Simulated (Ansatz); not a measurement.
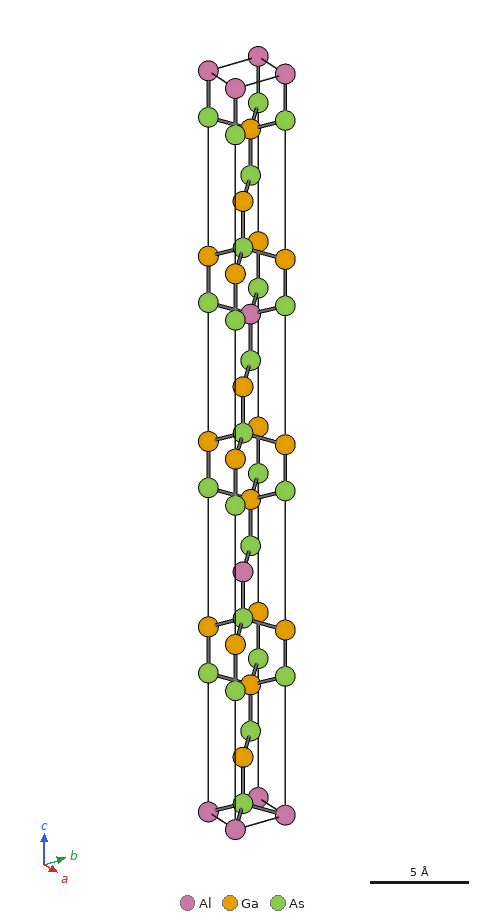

Ball-and-stick model, viewed slightly off an axis. The lines enclose the conventional unit cell; boundary atoms appear with their images.

AlGa₃As₄, space group R3m (No. 160), a = 4.011 Å, b = 4.011 Å, c = 39.251 Å, α = 90.00°, β = 90.00°, γ = 120.00°. The structure comes from a structure type filled with these elements by a generator (whether the compound takes this form wasn't checked). Earlier steps of the study may have refined or changed the cell and positions. A calculation with Ansatz used it as input.

This one geometry was computed with Ansatz (DFT, plane waves, PAW) at five levels of theory: PBE0, HSE06, PBE, r2SCAN and PBE with spin-orbit coupling. It was relaxed beforehand with r2SCAN.

Q: Which level gives the highest pressure at this volume, and what does that say about its equilibrium volume?

A: Highest: PBE (2.5 GPa) and PBE with spin-orbit coupling (2.5 GPa), which points to the largest equilibrium volume. Lowest, with the smallest volume: PBE0 (0.5 GPa) and r2SCAN (0.0 GPa). Levels within 0.5 GPa of each other can't be told apart.

Q: How does the band gap change with the level of theory?

A: PBE with spin-orbit coupling: a gap of 0.58 eV, direct; PBE: a gap of 0.69 eV, direct; r2SCAN: a gap of 1.17 eV, direct; HSE06: a gap of 1.57 eV, direct; PBE0: a gap of 2.15 eV, direct.

Q: Collect the results in a table.

A:
| level | cutoff (eV) | k-mesh of the run's cell | gap (eV) | pressure (GPa) |
| --- | --- | --- | --- | --- |
| PBE0 | 420 | 4×4×4 | 2.15 | 0.5 |
| HSE06 | 420 | 4×4×4 | 1.57 | 0.7 |
| PBE | 420 | 8×8×8 | 0.69 | 2.5 |
| r2SCAN | 500 | 8×8×8 | 1.17 | 0.0 |
| PBE with spin-orbit coupling | 420 | 8×8×8 | 0.58 | 2.5 |

Gaps are taken on the k-mesh or band path of each run.
